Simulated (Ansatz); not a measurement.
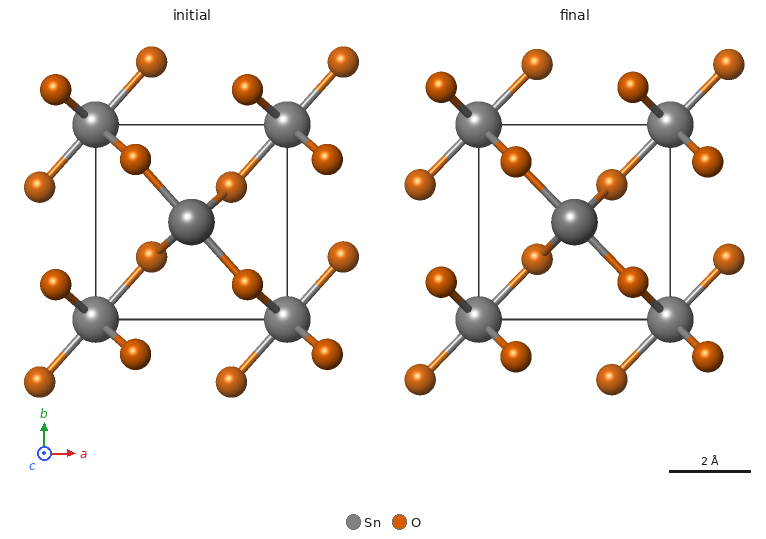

The structure of a crystal of SnO2 (set up in Pnnm) before (left) and after (right) a relaxation, at one scale.

Style: ball-and-stick. Shown: the cell of the calculation, along the c axis.

The calculation used Ansatz 0.2.0, DFT, r2SCAN, plane-wave PAW, default files, scalar-relativistic. (plane-wave cutoff 500 eV; k-point mesh 7 × 7 × 10; occupations fermi dirac; smearing width 0.01 eV; no spin polarisation; atoms relaxed in a fixed cell; force threshold 0.02 eV/Å; at most 60 steps)

Q: Describe what moved and what it gained.

A: The largest moves, 0.087 Å, are those of O atoms. Sn stays in place. The cell stays as it was. The space group stays Pnnm (No. 58). Over 2 geometry steps the energy falls by 3.5 meV per atom. Largest force component: 0.13 eV/Å at the start, 0.0057 eV/Å at the end.
